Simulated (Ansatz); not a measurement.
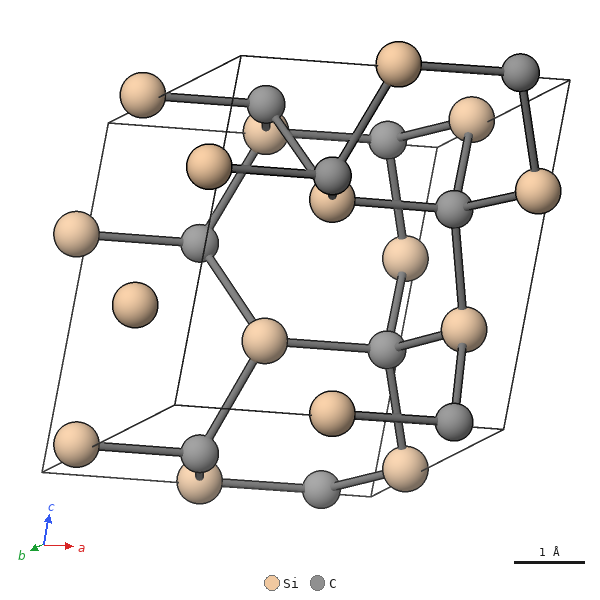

This ball-and-stick model is shown from a general direction. The wireframe shows the supercell. The host is SiC, in a cell of 12 sites, and the cell carries a charge of +1.

### What kind of defect was put in?

A carbon vacancy. Around the empty site lie four Si at about 1.9 to 2.0 Å.

Run with DFT PBE, scalar-relativistic, plane waves, PAW (Ansatz 0.2.0) and these settings: a 420 eV plane-wave basis, a 2×2×2 sampling of the Brillouin zone, Gaussian smearing of 0.01 eV, collinear spins.

### Is there a net moment in the defective cell?

Yes, 0.5 μB in the cell.

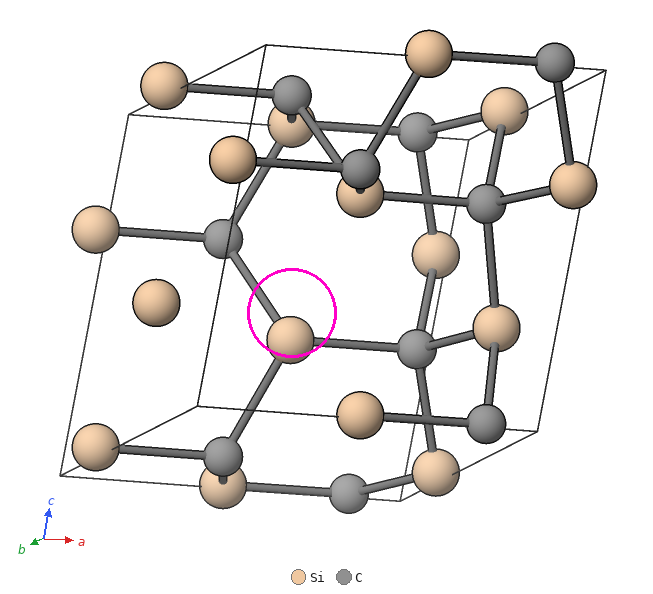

The same cell with a ring at the defect's site.

The atoms were relaxed in the host's cell with DFT PBE, scalar-relativistic, plane waves, PAW (Ansatz 0.2.0).
